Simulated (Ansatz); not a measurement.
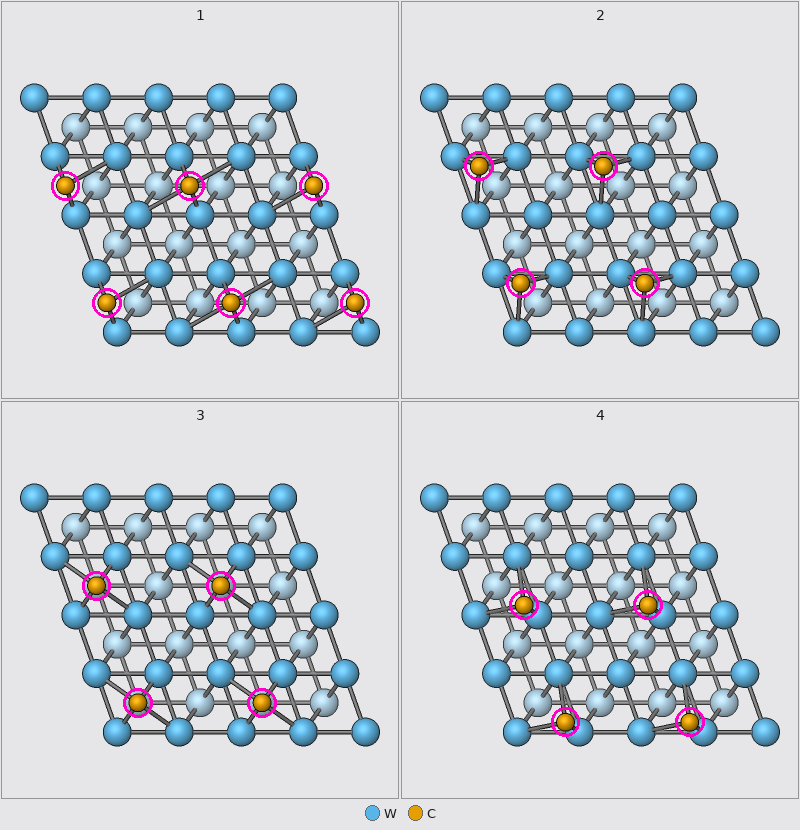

C on a W(110) slab cut from the Im-3m phase, its upper half relaxed before the scan (12 atoms of substrate and one adsorbate in a 2 × 2 cell). C is moved over the surface cell; relaxed at each place: the height of the adsorbate's atoms; substrate rigid; the origin of the map has the adsorbate above W9. Places are given modulo a cell vector. The map is drawn in real space over the plane of the surface. The scan uses a 6 × 6 grid; 13 points were computed and 23 follow by symmetry. Places are given in fractions of the 1 × 1 surface cell. Energies are in eV, from the lowest grid point. Level of theory: DFT PBE, scalar-relativistic, plane waves, PAW (Ansatz 0.2.0). Settings: cutoff 420 eV, k-mesh 5×5×1, gaussian smearing 0.1 eV, no spin polarisation.

The numbered pictures are structures from this grid. Rings mark the moved atoms.

Rank them by energy, lowest first.

Answer. 3, at a bridge site between two W atoms, over a second-layer W atom, (3/6, 3/6) of the cell vectors: 0.00 eV; 1, at a bridge site between two W atoms, (0/6, 3/6) of the cell vectors: 1.00 eV; 2, at (2/6, 5/6) of the cell vectors [nearest 1 W at 1.84 Å]: 1.45 eV; 4, at (5/6, 1/6) of the cell vectors [nearest 1 W at 1.85 Å]: 2.59 eV.

The map, with the structures marked:

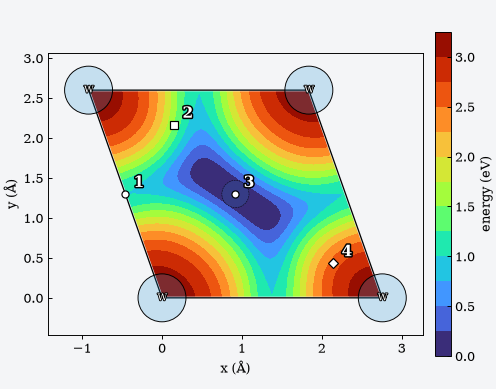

Drawn: filled contours, labelled circles for the atoms of the top layer and small ones for the second layer, the outline of one cell of the plane. Between grid points the surface is interpolated.

PAW datasets: the set soft_1.
